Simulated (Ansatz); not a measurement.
System: Hf (slab).

```
Hf
1.0
     3.16735    0.00000    0.00000
     0.00000    3.16735    0.00000
     0.00000    0.00000   19.61577
Hf
3
Direct
  0.50000 0.50000 0.20392
  0.00000 0.00000 0.30873
  0.50000 0.50000 0.41374
```

Computed with Ansatz, DFT r2SCAN, scalar-relativistic, plane waves, PAW.

Predict the valence pseudo-density and electron localisation function between the atoms.

Hf–Hf (3.17 Å): ρ is about 0.2 e/Å³ halfway; the ELF is about 0.35 at the midpoint.

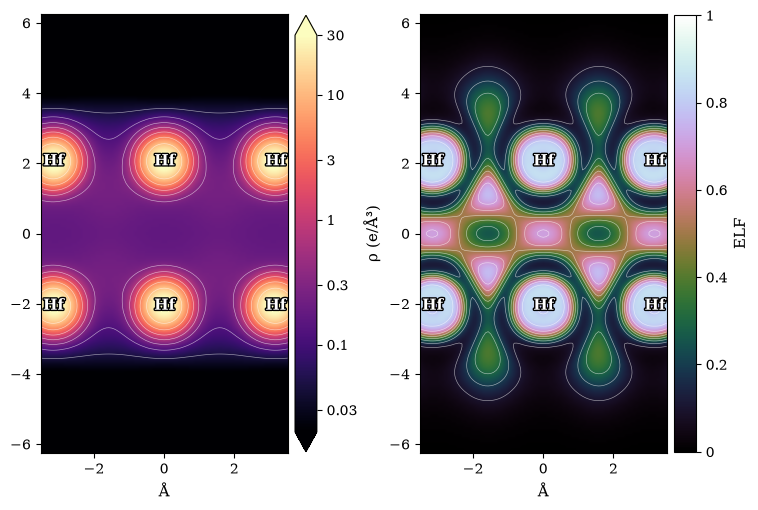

Computed valence pseudo-density and electron localisation function on the (100) plane of the calculation cell, a cut from vacuum to vacuum, in this order. 
